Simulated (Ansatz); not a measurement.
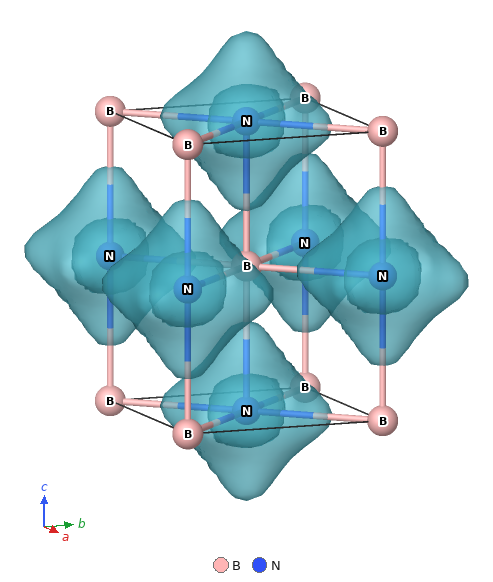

BN. Isosurface of the electron localisation function at 0.7 (cyan), seen slightly off an axis. Only the valence region is drawn (cores and ρ < 0.01 e/Å³ removed). Sticks mark near contacts.

Space group I4/mmm; started from the rocksalt prototype, which need not be the ambient phase; changed on purpose from its base cell (uniaxial z strain -1.0%); computed pressure about 8 GPa in this cell.

The calculation used DFT, PBE, plane waves, PAW (Ansatz 0.2.0).

```
B N
1.0
     1.74583   -1.74583    0.00000
     1.74583    1.74583    0.00000
     0.00000    0.00000    3.45674
B N
2 2
Direct
  0.00000 0.00000 0.00000
  0.50000 0.50000 0.50000
  0.50000 0.50000 0.00000
  0.00000 0.00000 0.50000
```

Q: What do the ELF domains correspond to?

A: The surface consists of two regions on N in which the atom's valence shell and bonds are merged, counted in one cell of 4 atoms. Regions shared between cells count once. Profiles from the grid: B–N (1.73 Å): the ELF peaks at about 0.85 between the atoms.
